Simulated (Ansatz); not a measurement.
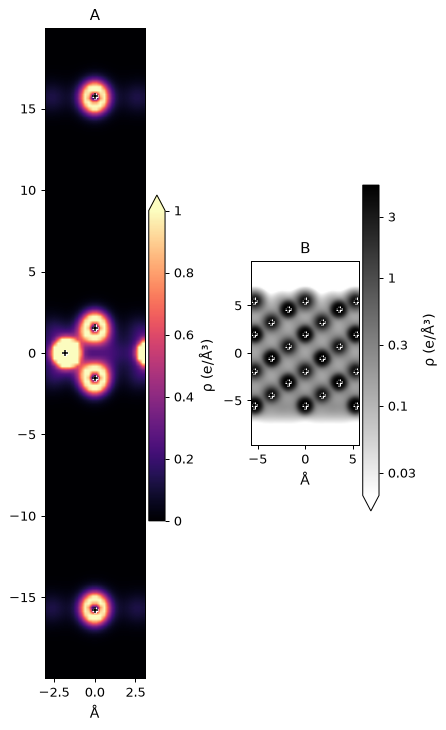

The valence charge density (pseudo) of 2 systems, each on a plane through atoms (crosses mark nuclei in the plane).

Method: Ansatz 0.2.0, DFT PBEsol, scalar-relativistic, plane waves, PAW.

System 1: MoS4 (slab), the (110) plane of the calculation cell, a cut from vacuum to vacuum. Computed without spin polarisation.

System 2: NbN (slab), the (110) plane of the calculation cell, a cut from vacuum to vacuum. 

```yaml
crystal:
  lattice:
    - [3.09748, 0.00000, 0.00000]
    - [-1.54874, 2.68250, 0.00000]
    - [0.00000, 0.00000, 26.38086]
  atoms:
    - { symbol: Nb, position: [0.33333, 0.66667, 0.28827] }
    - { symbol: N, position: [0.66667, 0.33333, 0.33084] }
    - { symbol: Nb, position: [0.00000, 0.00000, 0.37980] }
    - { symbol: N, position: [0.33333, 0.66667, 0.42667] }
    - { symbol: Nb, position: [0.66667, 0.33333, 0.47634] }
    - { symbol: N, position: [0.00000, 0.00000, 0.52395] }
    - { symbol: Nb, position: [0.33333, 0.66667, 0.57325] }
    - { symbol: N, position: [0.66667, 0.33333, 0.62138] }
    - { symbol: Nb, position: [0.00000, 0.00000, 0.67265] }
    - { symbol: N, position: [0.33333, 0.66667, 0.70684] }
```

### Match each panel to its system.

Panel A is system 1, MoS4: the plane holds S and Mo. Mo–S (2.39 Å): ρ at the midpoint is about 0.62 e/Å³. Panel B is system 2, NbN: the plane holds Nb and N. Nb–N (2.00 Å): ρ is about 0.93 e/Å³ halfway.
